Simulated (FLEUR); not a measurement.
# KTaO3: 5 runs along one coordinate

System: KTaO3 (Pm-3m, 5 atoms in the cell).
Method: Kohn-Sham DFT of a periodic cell, WC, all-electron, no spin polarisation (FLEUR MaX-R8.1 (later development tree)).

The 5 runs differ only in the geometry, by an even scaling of the cell at fixed fractional positions. The structure derives from an entry of the Crystallography Open Database.

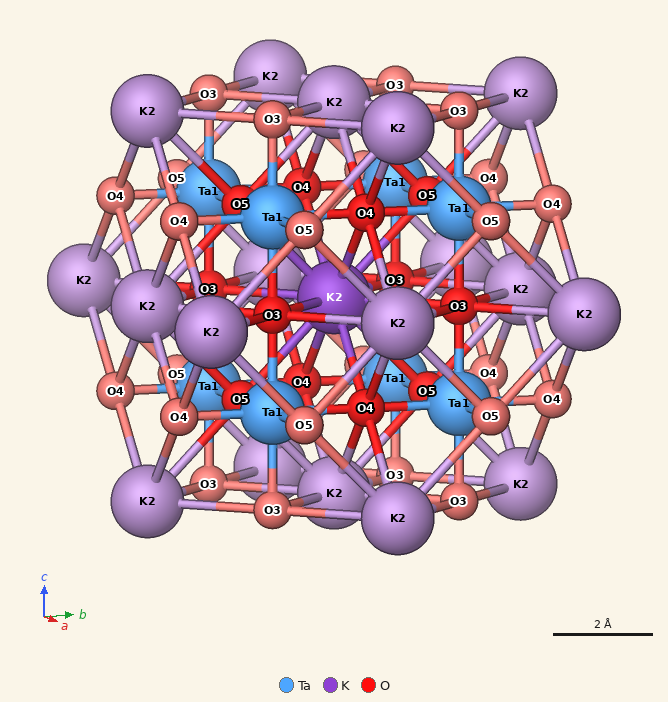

Figure 1. The structure of run 3 (ball-and-stick view of the cell of the calculation, seen slightly off an axis; neighbours outside the cell are drawn fainter; atoms are numbered from 1 in the order of the input).

## Input of run 3
```
<?xml version="1.0" encoding="UTF-8" standalone="no"?>
<fleurInput fleurInputVersion="0.39">
   <comment>
      KTaO3                                                                                               
   </comment>
   <calculationSetup>
      <cutoffs Kmax="5.58" Gmax="17.3" GmaxXC="17.3" numbands="0"/>
      <scfLoop itmax="60" minDistance="0.00001" maxIterBroyd="15" imix="Anderson" alpha="0.05" precondParam="0.0" spinf="2.0" sdNocoIR="T"/>
      <coreElectrons ctail="T" frcor="F" kcrel="0" coretail_lmax="0"/>
      <xcFunctional name="wc" relativisticCorrections="F"/>
      <magnetism jspins="1"/>
      <soc l_soc="F" theta="0.0" phi="0.0" spav="F"/>
      <expertModes spex="0" secvar="F"/>
      <geometryOptimization l_f="F" forcealpha="1.0" forcemix="BFGS" epsdisp="0.00001" epsforce="0.00001"/>
      <ldaU l_linMix="F" mixParam="0.05" spinf="1.0"/>
   </calculationSetup>
   <cell>
      <bzIntegration valenceElectrons="54.0" mode="hist" fermiSmearingEnergy="0.00183747">
         <kPointListSelection listName="default-1"/>
         <!-- k-points included here -->
         <xi:include xmlns:xi="http://www.w3.org/2001/XInclude" href="kpts.xml"> </xi:include>
      </bzIntegration>
      <!-- symmetry operations included here -->
      <xi:include xmlns:xi="http://www.w3.org/2001/XInclude" href="sym.xml"> </xi:include>
      <bulkLattice scale="1.0000000000">
         <bravaisMatrix>
            <row-1>    7.5367947027421796     0.0000000000000000     0.0000000000000000</row-1>
            <row-2>    0.0000000000000000     7.5367947027421796     0.0000000000000000</row-2>
            <row-3>    0.0000000000000000     0.0000000000000000     7.5367947027421796</row-3>
         </bravaisMatrix>
      </bulkLattice>
   </cell>
   <atomSpecies>
      <species name="Tantalum (Ta)" element="Ta" atomicNumber="73">
         <mtSphere radius="2.09" gridPoints="715" logIncrement="0.018"/>
         <atomicCutoffs lmax="9" lnonsphr="7"/>
         <electronConfig flipSpins="F">
            <coreConfig>(1s1/2) (2s1/2) (2p1/2) (2p3/2) (3s1/2) (3p1/2) (3p3/2) (4s1/2) (3d3/2) (3d5/2) (4p1/2) (4p3/2) (4d3/2) (4d5/2)</coreConfig>
            <valenceConfig>(5s1/2) (5p1/2) (5p3/2) (6s1/2) (4f5/2) (4f7/2) (5d3/2) (5d5/2)</valenceConfig>
            <stateOccupation state="(5d3/2)" spinUp="0.600000" spinDown="0.600000"/>
            <stateOccupation state="(5d5/2)" spinUp="0.900000" spinDown="0.900000"/>
         </electronConfig>
         <energyParameters s="6" p="6" d="5" f="4"/>
         <lo type="SCLO" l="0" n="5" eDeriv="0"/>
         <lo type="SCLO" l="1" n="5" eDeriv="0"/>
         <lo type="SCLO" l="2" n="5" eDeriv="2"/>
         <lo type="SCLO" l="3" n="4" eDeriv="2"/>
      </species>
      <species name="Potassium (K)" element="K" atomicNumber="19">
         <mtSphere radius="2.66" gridPoints="879" logIncrement="0.014"/>
         <atomicCutoffs lmax="11" lnonsphr="8"/>
         <electronConfig flipSpins="F">
            <coreConfig>(1s1/2) (2s1/2) (2p1/2) (2p3/2)</coreConfig>
            <valenceConfig>(3s1/2) (3p1/2) (3p3/2) (4s1/2)</valenceConfig>
            <stateOccupation state="(4s1/2)" spinUp="0.500000" spinDown="0.500000"/>
         </electronConfig>
         <energyParameters s="4" p="3" d="3" f="4"/>
         <lo type="SCLO" l="0" n="3" eDeriv="0"/>
         <lo type="HELO" l="1" n="4" eDeriv="0"/>
         <lo type="HELO" l="1" n="4" eDeriv="1"/>
         <lo type="SCLO" l="2" n="3" eDeriv="2"/>
         <lo type="SCLO" l="3" n="4" eDeriv="2"/>
      </species>
      <species name="Oxygen (O)" element="O" atomicNumber="8">
         <mtSphere radius="1.29" gridPoints="441" logIncrement="0.024"/>
         <atomicCutoffs lmax="8" lnonsphr="6"/>
         <electronConfig flipSpins="F">
            <coreConfig>(1s1/2)</coreConfig>
            <valenceConfig>(2s1/2) (2p1/2) (2p3/2)</valenceConfig>
            <stateOccupation state="(2p1/2)" spinUp="0.666667" spinDown="0.666667"/>
            <stateOccupation state="(2p3/2)" spinUp="1.333333" spinDown="1.333333"/>
         </electronConfig>
         <energyParameters s="2" p="2" d="3" f="4"/>
         <lo type="SCLO" l="0" n="2" eDeriv="2"/>
         <lo type="SCLO" l="1" n="2" eDeriv="2"/>
         <lo type="SCLO" l="2" n="3" eDeriv="2"/>
      </species>
   </atomSpecies>
   <atomGroups>
      <atomGroup species="Tantalum (Ta)">
         <relPos label="                   1">.0000000000 .0000000000 .0000000000</relPos>
         <force calculate="T" relaxXYZ="TTT"/>
      </atomGroup>
      <atomGroup species="Potassium (K)">
         <relPos label="                   2">1.000/2.000 1.000/2.000 1.000/2.000</relPos>
         <force calculate="T" relaxXYZ="TTT"/>
      </atomGroup>
      <atomGroup species="Oxygen (O)">
         <relPos label="                   3">.0000000000 .0000000000 1.000/2.000</relPos>
         <relPos label="                   4">.0000000000 1.000/2.000 .0000000000</relPos>
         <relPos label="                   5">1.000/2.000 .0000000000 .0000000000</relPos>
         <force calculate="T" relaxXYZ="TTT"/>
      </atomGroup>
   </atomGroups>
   <output dos="F" band="F" slice="F">
      <checks vchk="F" cdinf="F"/>
      <bandDOS minEnergy="-.5*Htr" maxEnergy="0.5*Htr" sigma="0.015" storeEVData="T"/>
      <vacuumDOS vacdos="F" integ="F" star="F" nstars="0" locx1="0.0" locy1="0.0" locx2="0.0" locy2="0.0" nstm="0" tworkf="0.0"/>
      <unfoldingBand unfoldBand="F" supercellX="1" supercellY="1" supercellZ="1"/>
      <plotting iplot="0" polar="F">
         <plot TwoD="T" vec1="  1.0  0.0  0.0" vec2="  0.0  1.0  0.0" vec3="  0.0  0.0  1.0" zero="  0.0  0.0  0.0" file="plot"/>
      </plotting>
      <chargeDensitySlicing numkpt="0" minEigenval="0.0" maxEigenval="0.0" nnne="0" pallst="F"/>
      <specialOutput eonly="F"/>
      <moessbauerParams electricFieldGradient="T" isomerShift="T" coreHyperfine="T" valenceHyperfine="T"/>
      <magneticCircularDichroism mcd="F" energyLo="-10.0" energyUp="0.0"/>
   </output>
  <!-- We include the file relax.xml here to enable relaxations (see documentation) -->
  <xi:include xmlns:xi="http://www.w3.org/2001/XInclude" href="relax.xml"> <xi:fallback/> </xi:include>
</fleurInput>
```

Command:
```bash
inpgen -f crystal.txt -profile fastHighL; fleur_MPI
```

Lattice vectors (Å) and fractional positions of run 3:
```
   3.988300    0.000000    0.000000
   0.000000    3.988300    0.000000
   0.000000    0.000000    3.988300
Ta  0.000000  0.000000  0.000000
K   0.500000  0.500000  0.500000
O   0.000000  0.000000  0.500000
O   0.000000  0.500000  0.000000
O   0.500000  0.000000  0.000000
```

Run 2 has the same physical settings and fractional positions; its lattice vectors (Å) are:
```
   3.934397    0.000000    0.000000
   0.000000    3.934397    0.000000
   0.000000    0.000000    3.934397
```

## Results, with one run withheld

| run | volume per atom (Å³) | free energy per atom, from the lowest run given (meV) | gap on the mesh (eV) |
| --- | --- | --- | --- |
| 1 | 11.927 | 31.51 | 2.34 |
| 2 | 12.180 | ? | ? |
| 3 | 12.688 | 0.00 | 2.21 |
| 4 | 13.196 | 12.13 | 2.12 |
| 5 | 13.449 | 26.19 | 2.08 |

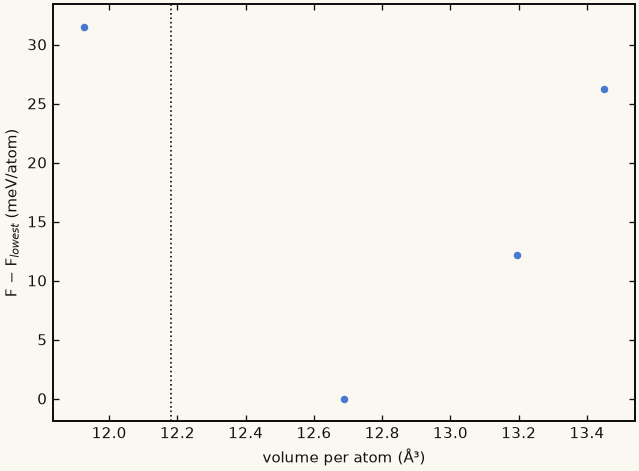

Figure 2. Free energy per atom of the runs given; the dotted line marks run 2.

Fit the runs given and predict run 2.

A quadratic polynomial in V^(−2/3) (the Birch–Murnaghan form), fitted to the 4 runs given, misses them by at most 0.02 meV per atom. With x = V^(−2/3) − 0.18282 Å⁻², it reads F = 0.57819 − 1095.8 x + 5.2991e+05 x² (meV per atom). At run 2 it gives 13.51 meV per atom, and the run itself gives 13.34. The fit has its minimum at 12.685 Å³ per atom, where V d²F/dV² gives 201 GPa: the bulk modulus at this level, since symmetry fixes the shape and the positions. The gap on the mesh goes, without turning, from 2.34 eV in run 1 to 2.08 eV in run 5; run 2 has 2.29 eV. These are gaps of this functional on this mesh, which can miss the band edges; they aren't the measured gap.

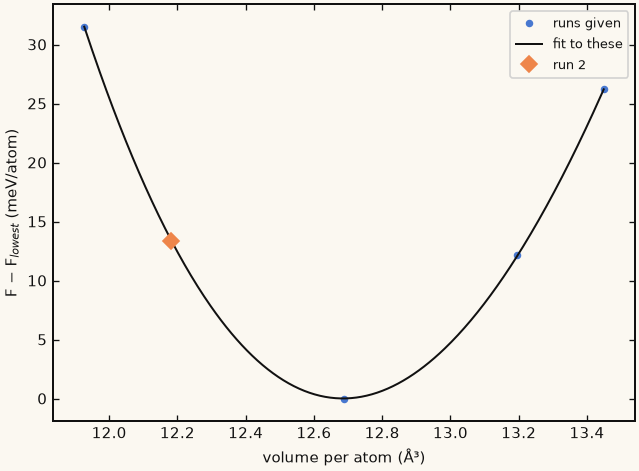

Figure 3. The fit and the withheld run.

## Output (run 2)
```
Welcome to FLEUR        (www.flapw.de)
      MaX-Release 8.1          (www.max-centre.eu)

 ========== k-point set info ==========
 Selected k-point list: default-1
 k-point list type: mesh
 7 x 7 x 7
 Number of k points: 20

 ------------Calculation Setup---------------------------
 Number of MPI-tasks      :            1
 Number of PE/node        :            1
 Number of OMP-threads    :            1
 Most efficient MPI parallelization for:
           1           2           4           5          10          20
 Additional eigenvalue parallelization possible
 Number of basis functions:         1400
 Approximate size of matrices (H+S) per k-point:         0.029 GB
 --------------------------------------------------------

 Iteration:     1   Distance:      28.59457674 me/bohr^3

 Iteration:     2   Distance:      24.16085347 me/bohr^3

 Iteration:     3   Distance:       7.93729818 me/bohr^3

 Iteration:     4   Distance:       8.57867375 me/bohr^3

 Iteration:     5   Distance:       3.98774572 me/bohr^3

 Iteration:     6   Distance:       1.02013144 me/bohr^3

 Iteration:     7   Distance:       0.41194180 me/bohr^3

 Iteration:     8   Distance:       0.09344602 me/bohr^3

 Iteration:     9   Distance:       0.06297936 me/bohr^3

 Iteration:    10   Distance:       0.02653105 me/bohr^3

 Iteration:    11   Distance:       0.01898076 me/bohr^3

 Iteration:    12   Distance:       0.00768122 me/bohr^3

 Iteration:    13   Distance:       0.00074124 me/bohr^3

 Iteration:    14   Distance:       0.00075391 me/bohr^3

 Iteration:    15   Distance:       0.00010185 me/bohr^3

 Iteration:    16   Distance:       0.00008710 me/bohr^3

 Iteration:    17   Distance:       0.00003863 me/bohr^3

 Iteration:    18   Distance:       0.00001448 me/bohr^3

 Iteration:    19   Distance:       0.00000448 me/bohr^3

 ********************************************************************
 Run finished successfully
 Stop message:
   all done
 ********************************************************************
```

Notes: Spin–orbit coupling is left out, which matters for Ta.
